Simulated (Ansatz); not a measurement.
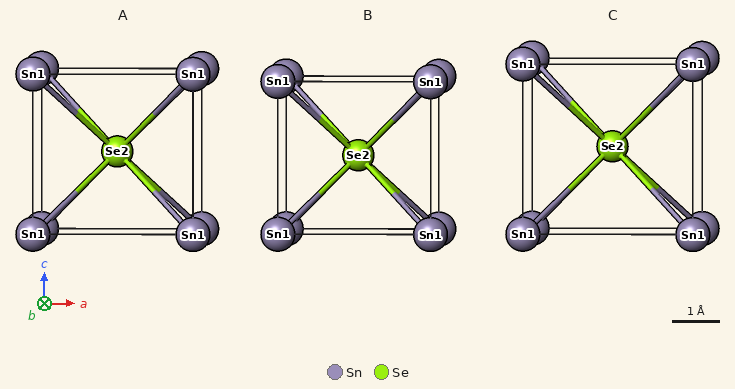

3 geometries from one relaxation of crystalline SnSe (built on the CsCl type), in shuffled order. A ball-and-stick model of the cell of the calculation, seen from a free direction.

Level of theory: DFT, PBE, plane waves, PAW in Ansatz. Settings: plane-wave cutoff 420 eV; k-point mesh 8 × 8 × 8; occupations fermi dirac; smearing width 0.02 eV; no spin polarisation; cell and atoms relaxed; force threshold 0.005 eV/Å.

Q: Order the frames from highest to lowest energy.

A: B, A, C. They are steps 0, 1, 8, at +1.006 eV per cell of the calculation, +0.291 eV per cell of the calculation relative to the last. The atoms keep their places relative to the cell (all moves are under 0.005 Å). The drawn cell changes as follows: a = b = c 3.310 → 3.686 Å (+11.3 %); the volume changes by +38.0 %. Among the contacts that change: Se2–Se2 3.310 → 3.686 Å, Sn1–Se2 2.867 → 3.192 Å. The space group stays Pm-3m (No. 221). After 6 accepted moves (8 points after the start) the energy has fallen by 1.006 eV per cell of the calculation. All forces vanish by symmetry, so only the cell relaxes. The pressure goes from 31.65 to 0.01 GPa. The SCF was repeated twice at an unchanged geometry on a basis and grid sized afresh for the cell, which shifted the energy by 5.3 meV per cell of the calculation at most. Cost: 3.5 s on 4 threads of Arm Neoverse V2, on a shared host, peak memory 0.35 GiB.
